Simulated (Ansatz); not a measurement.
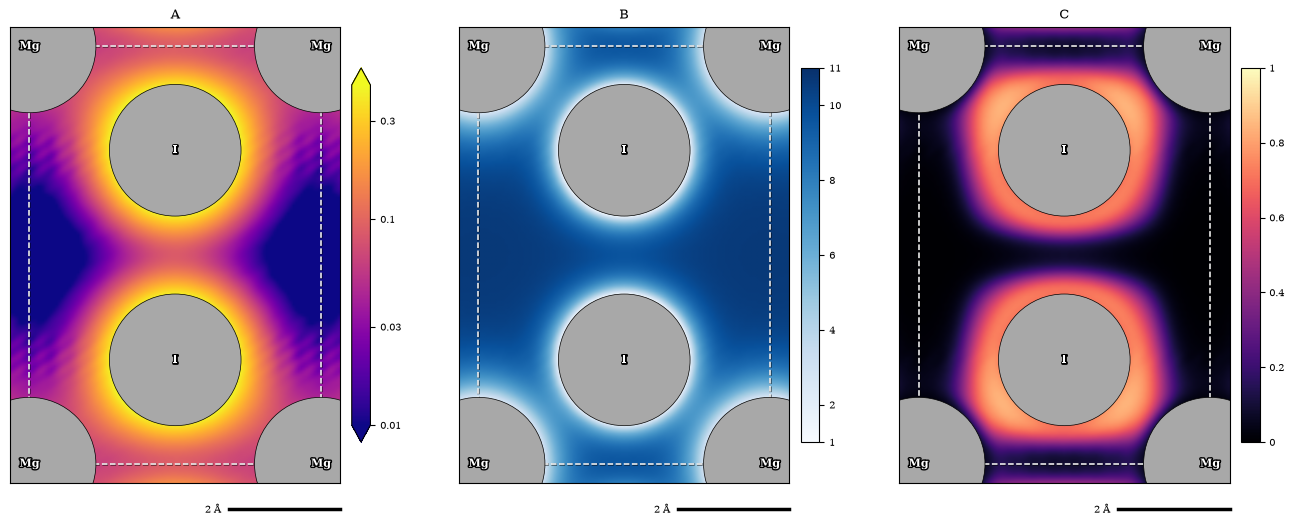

MgI2: 3 fields on the (010) plane of the conventional cell, with unlabelled colour scales. Grey discs cover the atomic cores.

Space group Immm; started from the fluorite prototype, which need not be the ambient phase; changed on purpose from its base cell (shear xy strain -2.5%).

All numbers below come from DFT, HSE06, plane waves, PAW (Ansatz).

### Which field does each panel show? The fields are: electron localisation function, electrostatic potential energy of an electron and valence pseudo-density.

Panel A: valence pseudo-density. Panel B: electrostatic potential energy of an electron (low next to the atoms, rising into the space between them). Panel C: electron localisation function. From the grid: Mg–I (3.22 Å): ρ is about 0.17 e/Å³ halfway, with its minimum of 0.08 e/Å³ about 1.1 Å from Mg; the ELF peaks at about 0.85 in the valence shell of I, 1.4 Å from its nucleus, and falls to about 0 next to Mg (a largely ionic contact).
